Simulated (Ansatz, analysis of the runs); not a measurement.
# Conductance against length: SiH2(OSiH2)1 chain with amine ends, between Au (111) faces with adatoms, and longer members, part 4 of 4

Wanted: G and thermopower along the series, and a fit against length.

Ansatz 0.2.0; DFT PBE, plane waves, PAW; relaxation of a junction, electrodes held but for their tips (the session's first sound run).

So far, transmission at the Fermi level (a spin, zone mean): step 3 (transmission between the leads, 87 atoms, molecule siloxane …) 8.7e-4; step 6 (91 atoms, molecule siloxane 2, amine ends, units 2) 1.2e-5.

## Step 9: Transmission, 95 atoms, molecule siloxane 3, amine ends, units 3

This step: DFT PBE, plane waves, PAW; transmission of a junction between electrodes (Ansatz 0.2.0).

The transmission is computed for this geometry in the same way.

Contents of input.yaml:

```yaml
crystal:
  lattice:
    - [8.8246926292, 0.0, 0.0]
    - [4.4123463146, 7.6424079975, 0.0]
    - [0.0, 0.0, 34.926576246]
  atoms:
    - { symbol: Au, position: [0.722222222, 0.722222222, 0.0] }
    - { symbol: Au, position: [0.722222222, 0.055555556, 0.0] }
    - { symbol: Au, position: [0.722222222, 0.388888889, 0.0] }
    - { symbol: Au, position: [0.055555556, 0.722222222, 0.0] }
    - { symbol: Au, position: [0.055555556, 0.055555556, 0.0] }
    - { symbol: Au, position: [0.055555556, 0.388888889, 0.0] }
    - { symbol: Au, position: [0.388888889, 0.722222222, 0.0] }
    - { symbol: Au, position: [0.388888889, 0.055555556, 0.0] }
    - { symbol: Au, position: [0.388888889, 0.388888889, 0.0] }
    - { symbol: Au, position: [0.833333333, 0.833333333, 0.068766463] }
    - { symbol: Au, position: [0.833333333, 0.166666667, 0.068766463] }
    - { symbol: Au, position: [0.833333333, 0.5, 0.068766463] }
    - { symbol: Au, position: [0.166666667, 0.833333333, 0.068766463] }
    - { symbol: Au, position: [0.166666667, 0.166666667, 0.068766463] }
    - { symbol: Au, position: [0.166666667, 0.5, 0.068766463] }
    - { symbol: Au, position: [0.5, 0.833333333, 0.068766463] }
    - { symbol: Au, position: [0.5, 0.166666667, 0.068766463] }
    - { symbol: Au, position: [0.5, 0.5, 0.068766463] }
    - { symbol: Au, position: [0.944444444, 0.944444444, 0.137532926] }
    - { symbol: Au, position: [0.944444444, 0.277777778, 0.137532926] }
    - { symbol: Au, position: [0.944444444, 0.611111111, 0.137532926] }
    - { symbol: Au, position: [0.277777778, 0.944444444, 0.137532926] }
    - { symbol: Au, position: [0.277777778, 0.277777778, 0.137532926] }
    - { symbol: Au, position: [0.277777778, 0.611111111, 0.137532926] }
    - { symbol: Au, position: [0.611111111, 0.944444444, 0.137532926] }
    - { symbol: Au, position: [0.611111111, 0.277777778, 0.137532926] }
    - { symbol: Au, position: [0.611111111, 0.611111111, 0.137532926] }
    - { symbol: Au, position: [0.055555556, 0.055555556, 0.20629939] }
    - { symbol: Au, position: [0.055555556, 0.388888889, 0.20629939] }
    - { symbol: Au, position: [0.055555556, 0.722222222, 0.20629939] }
[... 7 lines left out ...]
    - { symbol: "N", position: [0.4514105376, 0.4614988714, 0.3304751962] }
    - { symbol: Si, position: [0.6571011948, 0.3699350566, 0.3532325489] }
    - { symbol: O, position: [0.6398342368, 0.3204130735, 0.3980158314] }
    - { symbol: Si, position: [0.7301327231, 0.228274679, 0.4387407106] }
    - { symbol: O, position: [0.7718898834, 0.3617789357, 0.4633493338] }
    - { symbol: Si, position: [0.8623324425, 0.3927242368, 0.5012427955] }
    - { symbol: O, position: [0.7436384898, 0.4134898255, 0.5390958178] }
    - { symbol: Si, position: [0.7094229409, 0.4503562987, 0.5855520771] }
    - { symbol: "N", position: [0.5083729934, 0.4650939353, 0.5981437572] }
    - { symbol: H, position: [0.3984327058, 0.3823799505, 0.327581505] }
    - { symbol: H, position: [0.3564100396, 0.5809522598, 0.3400532587] }
    - { symbol: H, position: [0.7068525707, 0.507623917, 0.3527716831] }
    - { symbol: H, position: [0.7778896657, 0.208254646, 0.332073425] }
    - { symbol: H, position: [0.6024626283, 0.1971307261, 0.4601585254] }
    - { symbol: H, position: [0.8974782323, 0.0621017501, 0.4317077192] }
    - { symbol: H, position: [0.867216565, 0.5570726726, 0.4949962157] }
    - { symbol: H, position: [0.0415138241, 0.2394629948, 0.5065896563] }
    - { symbol: H, position: [0.8482244477, 0.3002824659, 0.6070220032] }
    - { symbol: H, position: [0.6914263142, 0.6227123027, 0.594790807] }
    - { symbol: H, position: [0.3974566027, 0.5691048712, 0.5874363436] }
    - { symbol: H, position: [0.5000492595, 0.3546470306, 0.5946424264] }
[... 29 lines left out ...]
    - { symbol: Au, position: [0.611111111, 0.944444444, 0.931233537] }
    - { symbol: Au, position: [0.611111111, 0.277777778, 0.931233537] }
    - { symbol: Au, position: [0.944444444, 0.611111111, 0.931233537] }
    - { symbol: Au, position: [0.944444444, 0.944444444, 0.931233537] }
    - { symbol: Au, position: [0.944444444, 0.277777778, 0.931233537] }
    - { symbol: Au, position: [0.277777778, 0.611111111, 0.931233537] }
    - { symbol: Au, position: [0.277777778, 0.944444444, 0.931233537] }
    - { symbol: Au, position: [0.277777778, 0.277777778, 0.931233537] }
kpoints:
  mp_grid: { grid: [4, 4, 1] }
scf:
  occupations: { method: fermi_dirac, width: 0.1 }
hamiltonian:
  xc: pbe
output:
  transmission: { leads: [[86, 0]], e_range: [-0.7, 0.7], de: 0.035, kmesh: [4, 4] }
  dos: { projected: true, e_range: [-5, 4] }
  write_potential: true
  write_density: true
  volumetric_format: npy
```

The run is started by

```console
ansatz run input.yaml --threads 16 --pin off --max-ram 61440MiB --backend cuda --events-out ev --progress --plain --runs-dir out --max-vram 78GiB
```

Numbers of over 12 decimals in the logs are rounded to 6 here.

Log:

```text
[...]
Crystal: 95 atoms, lattice volume = 2355.515 Å³
Basis set: ecut = 420 eV, 46047 PW (Γ)
Bands: 878, of which v1, the nominal top of the filled ones, is band 731 counted from 1 (730 counted from 0)
Symmetry: 1 space group operations
[...]
k-points: 10 of 16 (time reversal used)
[...]
transmission: 163 of 530 steps passed
[...]
SCF converged after 10 iterations
[...]
--- Transmission ---
  basis      : 595 plane waves across, 53 finite elements along
  points     : 10, standing for a mesh of 4 x 4
  on the GPU : 10 of these points
[...]
filled         : 0.1 meV over the level at which it is neutral
    channels       : 7.687500e0 a spin
[...]
junction   : crystal 0 to crystal 0, -0.50 to 32.02 Å
    transmission   : 1.568493e-6 a spin
[...]
resistance     : 5.4925e3 Ω µm² beyond half of each lead's own
```

The job ended after 4.5 min (1 × NVIDIA GB200 with 16 threads of Arm Neoverse V2, shared host; peak memory 20 GiB).

The conductance is 1.6e-6 G₀. The conductance is 0.13 times that of the last run that gave one. This chain holds gauche bonds, so it is not the stretched conformer. The lead's Hamiltonian steps by 23.6 meV, which the program lets pass, though it counts in the error estimate. The largest term of the program's error estimate is over 1000 %, from band edges of the leads and from resonances.

## Step 10: Side by side

Times are for 1 × NVIDIA GB200 with 16 threads of Arm Neoverse V2, shared host. The runs compared:

```tsv
no.	molecule	units	transmission at the Fermi level (a spin, zone mean)	potential step in the lower lead (meV)	junction conductance (S/m²)	conductance of the junction (G₀)	resistance-area product beyond the leads (Ω um²)	time	memory (GiB)
1	siloxane 1, amine ends	1	8.73e-4	23.2	1.01e11	8.76e-4	9.940	7.8 min	18
2	siloxane 2, amine ends	2	1.21e-5	22.8	1.41e9	1.23e-5	710.0	3.9 min	19
3	siloxane 3, amine ends	3	1.57e-6	23.6	1.82e8	1.58e-6	5492	4.5 min	20
```

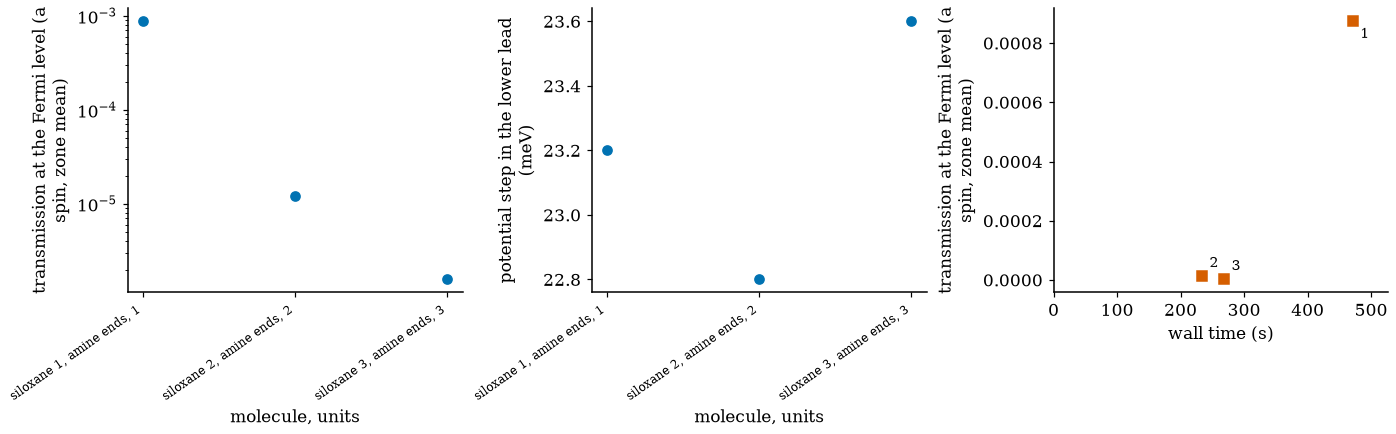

The series as plots; the last panel sets the first result against cost, with the runs numbered as in the table.

The runs together. Table of transmission by energy, zero at the Fermi level:

```tsv
energy (eV)	siloxane 1, amine ends, 1	siloxane 2, amine ends, 2	siloxane 3, amine ends, 3
-0.700	6.0e-4	3.8e-6	6.3e-7
-0.595	6.5e-4	5.1e-6	7.5e-7
-0.490	7.1e-4	7.5e-6	9.2e-7
-0.385	6.7e-4	5.8e-6	9.2e-7
-0.315	6.7e-4	6.2e-6	9.7e-7
-0.210	7.2e-4	7.5e-6	1.1e-6
-0.105	7.8e-4	9.4e-6	1.3e-6
0.000	8.7e-4	1.2e-5	1.6e-6
0.105	1.0e-3	1.6e-5	2.0e-6
0.210	0.00143	2.8e-5	3.6e-6
0.245	0.00128	2.9e-5	3.6e-6
0.315	9.6e-4	2.5e-5	2.1e-6
0.385	9.4e-4	2.9e-5	2.0e-6
0.490	0.00102	3.9e-5	2.5e-6
0.595	0.00117	5.4e-5	3.2e-6
0.700	0.00137	7.9e-5	4.4e-6
```

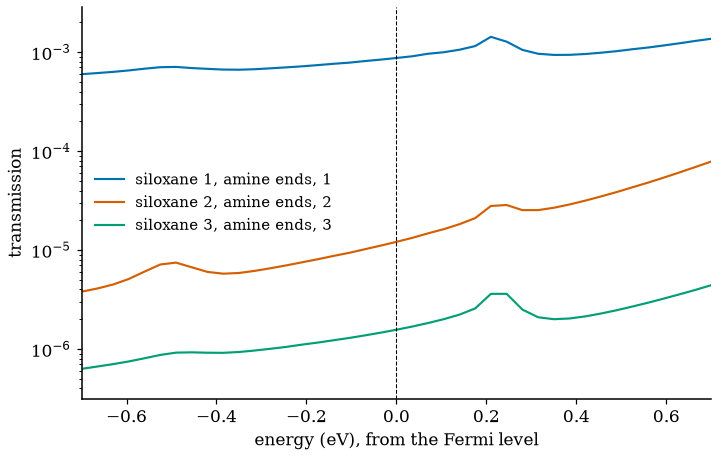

Transmission against energy.

## Step 11: Conductance and thermopower from T(E), 95 atoms

This step: Landauer integrals over the computed T(E), interpolated linearly between its energies (analysis of the runs above).

T(E) held rigid; rough near sharp steps of T(E). Table of conductance at 300 K by shift of the leads' level:

```tsv
shift of the leads' level (eV)	conductance at 300 K (G₀)
-0.250	1.1e-6
-0.200	1.1e-6
-0.150	1.2e-6
-0.100	1.3e-6
-0.050	1.4e-6
0.000	1.6e-6
0.050	1.8e-6
0.100	2.0e-6
0.150	2.5e-6
0.200	3.0e-6
0.250	3.0e-6
0.300	2.5e-6
0.350	2.2e-6
```

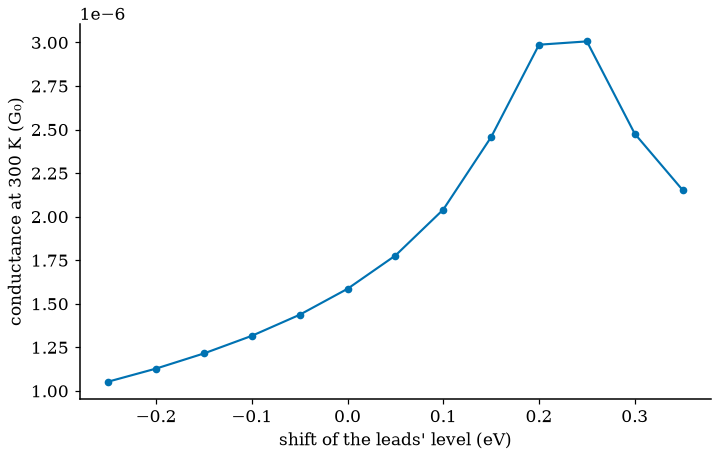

Conductance at 300 K, plotted against shift of the leads' level.

The thermopower is -15.7 μV/K. The Lorenz ratio is 1.03, where the Wiedemann-Franz law gives 1. These values rest on a semilocal level alignment and on the mesh across the current. Moving the level by up to 0.1 eV either way gives -24 to -12 μV/K.

## Step 12: Outcome

```
conductance, SiH2(OSiH2)1 chain with amine ends : 8.8e-4 G₀ (one error term of 70 %, so a rough value at best)
thermopower, SiH2(OSiH2)1 chain with amine ends : -8.77 μV/K (rough, as the conductance is)
conductance, SiH2(OSiH2)2 chain with amine ends : 1.2e-5 G₀ (one error term of 4277 %, so a rough value at best)
thermopower, SiH2(OSiH2)2 chain with amine ends : -19.7 μV/K (rough, as the conductance is)
conductance, SiH2(OSiH2)3 chain with amine ends : 1.6e-6 G₀ (one error term of 30478 %, so a rough value at best)
thermopower, SiH2(OSiH2)3 chain with amine ends : -15.7 μV/K (rough, as the conductance is)
```

**Reading.** Semilocal functionals put a molecule's frontier levels too near the Fermi level, so conductances off resonance usually come out too high. The mesh of 4 × 4 points across the current is coarse: where the lead's channel count steps, T(E) can show bumps that belong to the mesh. Transport is coherent and elastic here: the atoms are frozen, so scattering by vibrations plays no part. The SiH2(OSiH2)3 chain with amine ends is not all-trans: 2 backbone bonds are gauche, so it is another conformer than a stretched chain, and no decay constant is fitted. Spin-orbit coupling is left out, which matters for the bands of heavy atoms. One term of the program's error estimate for a conductance, of a junction or of the perfect wire, exceeds 1000 % in this session.

[Logs are printed without paths, hosts, clocks, repeated set-up lines and the standing remarks that a program may print on its own settings, such as how far it seeks lower states.]

[Hosts, paths, dates, database ids (printed as entryN), source tags and the programs' standing remarks are cut or masked in the printed files.]
